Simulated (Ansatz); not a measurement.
## Electronic structure of Al$_{7}$N$_{8}$ (cell charge −1, with a compensating background) (cell with a defect) in real space

```xyz
15
Lattice="0.0000 0.0000 5.0180 -3.1302 5.4217 0.0000 -3.1302 -5.4217 0.0000" Properties=species:S:1:pos:R:3 pbc="T T T"
Al   -2.9652    1.7598    0.0042
Al   -3.2849   -3.6620    0.0042
Al   -4.6902   -0.5867    0.0691
Al   -3.0652    3.6102    2.4697
Al   -1.5599    0.7528    2.5871
Al   -4.6901    1.0344    2.4940
Al   -3.1848   -1.8115    2.4697
N    -1.5599   -1.0601    2.2082
N    -3.0730    1.7921    1.8915
N    -3.1770   -3.6296    1.8915
N    -4.6901   -0.7635    1.8858
N    -2.4072    3.4343    4.2634
N    -1.5599    0.7741    4.4409
N    -4.6902    1.1494    4.4023
N    -3.8427   -1.9873    4.2635
```

The program warned that a starting moment wasn't kept; spin-polarised, but the moments vanished.

All numbers below come from DFT PBE, scalar-relativistic, plane waves, PAW (Ansatz).

The density is the valence pseudo-density of a PAW calculation; it isn't the true density close to the nuclei.

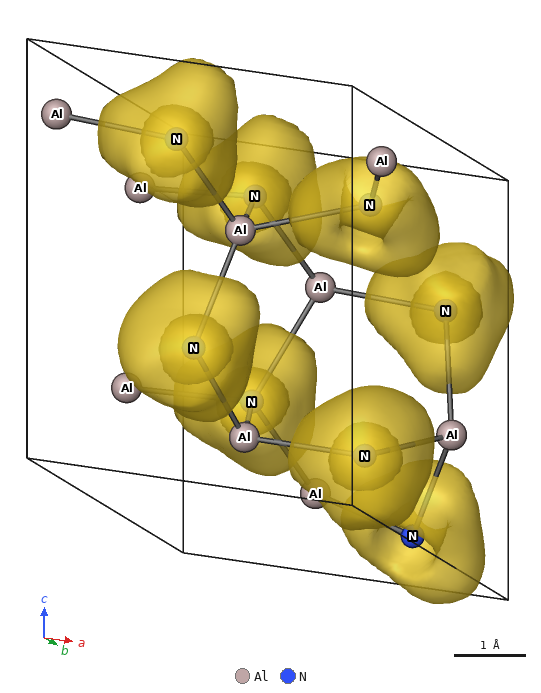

Figure 1. Isosurface of the ELF at 0.75 (yellow), seen at an oblique angle. Core shells and regions of very low density are left out. Sticks mark near contacts.

What do the ELF domains correspond to?

The ELF exceeds this value in eight regions on N in which the atom's valence shell and bonds are merged, counted in one cell of 15 atoms. Any copies at cell faces, edges or corners count once. Profiles from the grid: Al–N (1.81 Å): the ELF peaks at about 0.90 in the valence shell of N, 0.7 Å from its nucleus, and is about 0.85 at the midpoint. Al–N (1.85 Å): the ELF peaks at about 0.90 in the valence shell of N, 0.7 Å from its nucleus, and is about 0.85 at the midpoint.

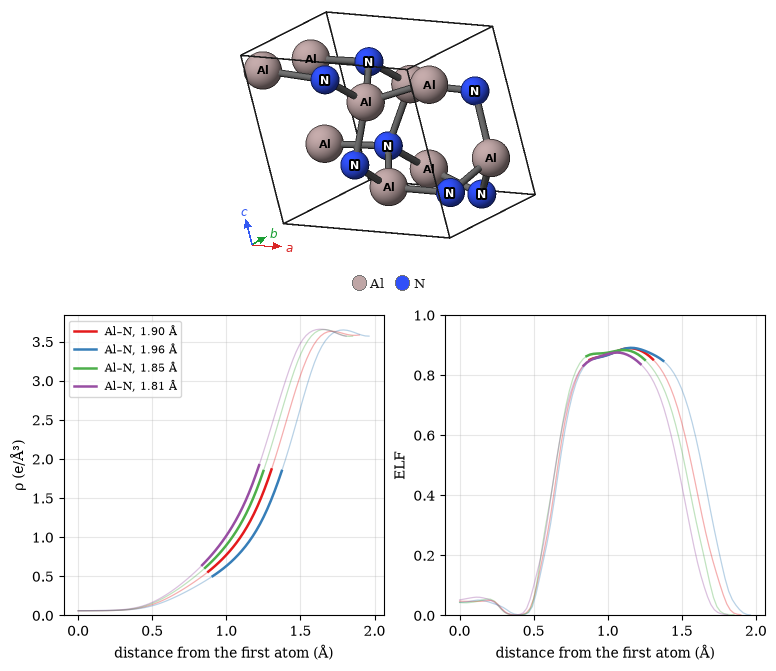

Figure 2. Valence pseudo-density and ELF along straight lines between neighbouring atoms. Thin, pale parts lie inside the atomic spheres. The structure is drawn too.

What can be read from the curves?

Al–N (1.90 Å): ρ at the midpoint is about 0.68 e/Å³; the ELF peaks at about 0.90 between the atoms; a polar covalent bond.
Al–N (1.96 Å): the density is about 0.6 e/Å³ at the midpoint; the ELF peaks at about 0.90 between the atoms (a shared but strongly polarised pair).
Al–N (1.85 Å): ρ is about 0.74 e/Å³ halfway; the ELF peaks at about 0.90 in the valence shell of N, 0.7 Å from its nucleus, and is about 0.85 at the midpoint.
Al–N (1.81 Å): the density is about 0.78 e/Å³ at the midpoint; the ELF peaks at about 0.90 in the valence shell of N, 0.7 Å from its nucleus, and is about 0.85 at the midpoint.

Does the calculation give a band gap?

It is gapped, with a Kohn–Sham gap of 2.4 eV on the k-point mesh (the band edges may lie off the mesh, which would make the gap smaller).
